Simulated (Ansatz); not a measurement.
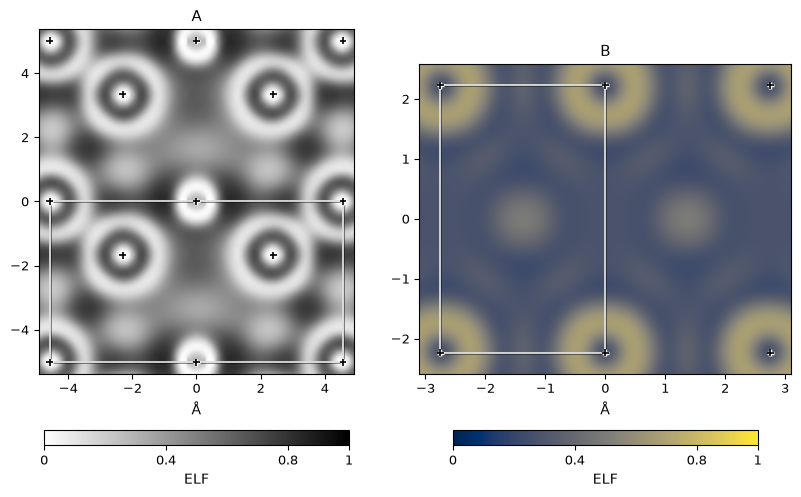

The ELF of 2 systems, each on a plane through atoms (crosses mark nuclei in the plane).

Theory: DFT PBEsol, scalar-relativistic, plane waves, PAW in Ansatz.

System 1: Ti3Al, the (110) plane of the conventional cell. Space group P3m1; a structure from a database of computed crystals, not necessarily the ambient phase; changed on purpose from its base cell (atom 2 (Ti) moved +0.100 A along Cartesian [0 0 1]); not relaxed (largest force 0.8 eV/Å); computed without spin polarisation.

```
Ti Al
1.0
     2.89578    0.00000    0.00000
    -1.44789    2.50782    0.00000
     0.00000    0.00000    9.13935
Ti Al
3 1
Direct
  0.66667 0.33333 0.00000
  0.33333 0.66667 0.76212
  0.33333 0.66667 0.24882
  0.66667 0.33333 0.50000
```

System 2: Ir, the (010) plane of the conventional cell. Space group P6₃/mmc; a structure from a database of computed crystals, not necessarily the ambient phase; computed pressure about −12 GPa in this cell; computed without spin polarisation.

```xyz
2
Lattice="2.7514 0.0000 0.0000 -1.3757 2.3828 0.0000 0.0000 0.0000 4.4623" Properties=species:S:1:pos:R:3 pbc="T T T"
Ir    1.3757    0.7942    3.3467
Ir    0.0000    1.5885    1.1156
```

> Which map belongs to which system?

Panel A is system 1, Ti3Al: the plane holds Ti and Al. Ti–Ti (2.74 Å): the ELF is about 0.20 at the midpoint; no shared electron pair shows on this line. Panel B is system 2, Ir: the plane holds Ir. Ir–Ir (2.75 Å): the ELF is about 0.35 at the midpoint.
